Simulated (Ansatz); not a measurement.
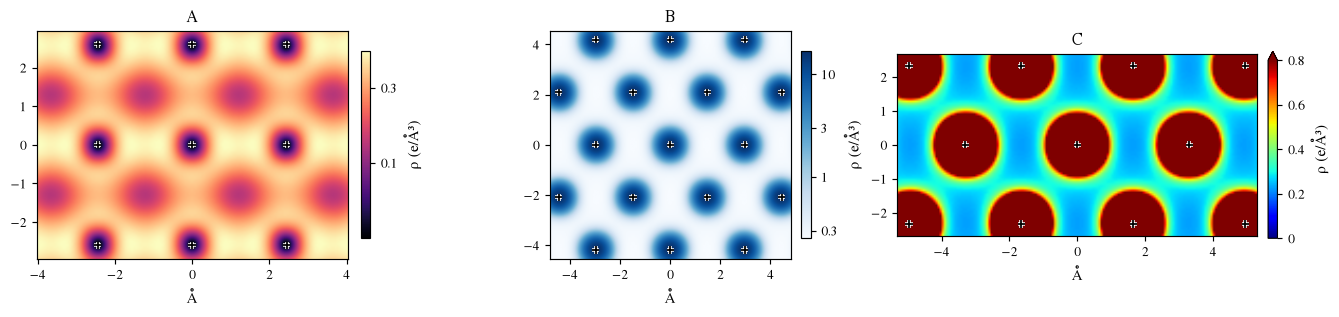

The valence charge density (pseudo) of 3 systems, each on a plane through atoms (crosses mark nuclei in the plane).

These are results of Kohn-Sham DFT of a periodic cell, r2SCAN, Ansatz PAW in Ansatz, not measurements.

System 1: V, the (011) plane of the conventional cell. Space group Im-3m; computed pressure about 4 GPa in this cell; spin-polarised.

```
V
1.0
     2.96687    0.00000    0.00000
     0.00000    2.96687    0.00000
     0.00000    0.00000    2.96687
V
2
Direct
  0.00000 0.00000 0.00000
  0.50000 0.50000 0.50000
```

System 2: Ta, the (011̄) plane of the conventional cell. Space group Im-3m.

System 3: Si, the (11̄0) plane of the conventional cell. Space group P6/mmm; a structure from a database of computed crystals, not necessarily the ambient phase; computed pressure about 5 GPa in this cell.

```yaml
crystal:
  lattice:
    - [2.60295, 0.00000, 0.00000]
    - [-1.30148, 2.25422, 0.00000]
    - [0.00000, 0.00000, 2.44980]
  atoms:
    - { symbol: Si, position: [0.00000, 0.00000, 0.00000] }
```

**Which map belongs to which system?**

Panel A is system 3, Si: the plane holds Si. Si–Si (2.45 Å): the density is about 0.49 e/Å³ at the midpoint. Panel B is system 1, V: the plane holds V. V–V (2.57 Å): the density is about 0.3 e/Å³ at the midpoint. Panel C is system 2, Ta: the plane holds Ta. Ta–Ta (2.86 Å): the density is about 0.3 e/Å³ at the midpoint.
